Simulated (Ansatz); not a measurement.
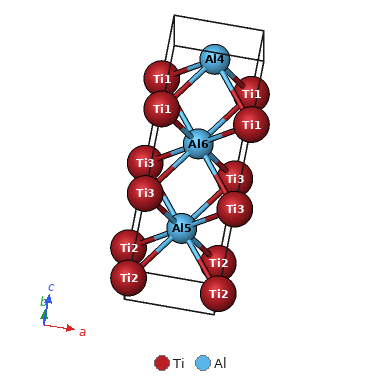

The system is TiAl (Pm-3m, No. 221; 6 atoms in the cell); the picture shows the reference structure. Gamma surface: rigid slide across a plane, one fault a cell; the plane is (1 0 0) of the conventional cell, and the faces at the cut hold Al and Ti. Places are given modulo a cell vector. The map is drawn in real space over the plane of the slide. Nothing is relaxed (rigid halves, spacing across the cut fixed). The grid has 12 × 12 points; 25 points were computed and 110 follow by symmetry. At 9 points there is no value (left out of the scan, as a rule where atoms come close). All energies are given in J/m² relative to the lowest grid point. Level of theory: DFT PBEsol, scalar-relativistic, plane waves, PAW in Ansatz 0.2.0. Settings: cutoff 520 eV, k-mesh 14×14×5 in the order of the run's cell vectors, gaussian smearing 0.15 eV, no spin polarisation.

Its coordinates:

```yaml
crystal:
  lattice:
    - [0.00000, -3.15608, 0.00000]
    - [0.00000, 0.00000, -3.15608]
    - [9.46823, 0.00000, 0.00000]
  atoms:
    - { symbol: Ti, position: [0.00000, 0.00000, 0.75000] }
    - { symbol: Ti, position: [0.00000, 0.00000, 0.08333] }
    - { symbol: Ti, position: [0.00000, 0.00000, 0.41667] }
    - { symbol: Al, position: [0.50000, 0.50000, 0.91667] }
    - { symbol: Al, position: [0.50000, 0.50000, 0.25000] }
    - { symbol: Al, position: [0.50000, 0.50000, 0.58333] }
```

Range: slide along a1 from 0.000 to 0.917; slide along a2 from 0.000 to 0.917.

What landscape does the calculation give?

Answer. The lowest grid point is at (0/12, 0/12) of the cell vectors. It is the only kind of minimum in the scanned range. The highest grid point, (4/12, 6/12) of the cell vectors, lies 12.7 J/m² above the lowest. On the interpolated surface the easiest way out of the lowest well to its copy in the next cell or period passes a barrier of about 3.5 J/m².

```csv
"slide along a2 ↓, slide along a1 →",0/12,1/12,2/12,3/12,4/12,5/12,6/12,7/12,8/12,9/12,10/12,11/12
11/12,0.2,0.4,1.0,2.0,3.0,3.9,4.2,3.9,3.0,2.0,1.0,0.4
10/12,0.7,1.0,1.9,3.2,4.6,5.8,6.3,5.8,4.6,3.2,1.9,1.0
9/12,1.6,2.0,3.2,5.0,7.0,8.7,9.3,8.7,7.0,5.0,3.2,2.0
8/12,2.5,3.0,4.6,7.0,9.7,11.8,12.7,11.8,9.7,7.0,4.6,3.0
7/12,3.2,3.9,5.8,8.7,11.8,–,–,–,11.8,8.7,5.8,3.9
6/12,3.5,4.2,6.3,9.3,12.7,–,–,–,12.7,9.3,6.3,4.2
5/12,3.2,3.9,5.8,8.7,11.8,–,–,–,11.8,8.7,5.8,3.9
4/12,2.5,3.0,4.6,7.0,9.7,11.8,12.7,11.8,9.7,7.0,4.6,3.0
3/12,1.6,2.0,3.2,5.0,7.0,8.7,9.3,8.7,7.0,5.0,3.2,2.0
2/12,0.7,1.0,1.9,3.2,4.6,5.8,6.3,5.8,4.6,3.2,1.9,1.0
1/12,0.2,0.4,1.0,2.0,3.0,3.9,4.2,3.9,3.0,2.0,1.0,0.4
0/12,0.0,0.2,0.7,1.6,2.5,3.2,3.5,3.2,2.5,1.6,0.7,0.2
```

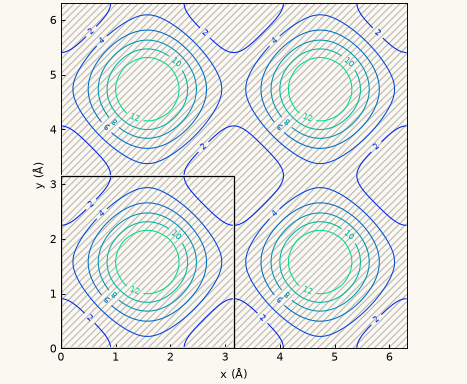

Drawn: contour lines labelled in J/m² (none above 14), the outline of one cell of the 2 × 2 shown, hatched blanks where no value was computed. Between grid points the surface is interpolated.

The whole map (25 points run) took 31 min on 2 threads of Arm Neoverse V1, with other jobs on the host.

PAW datasets: the set soft_1.
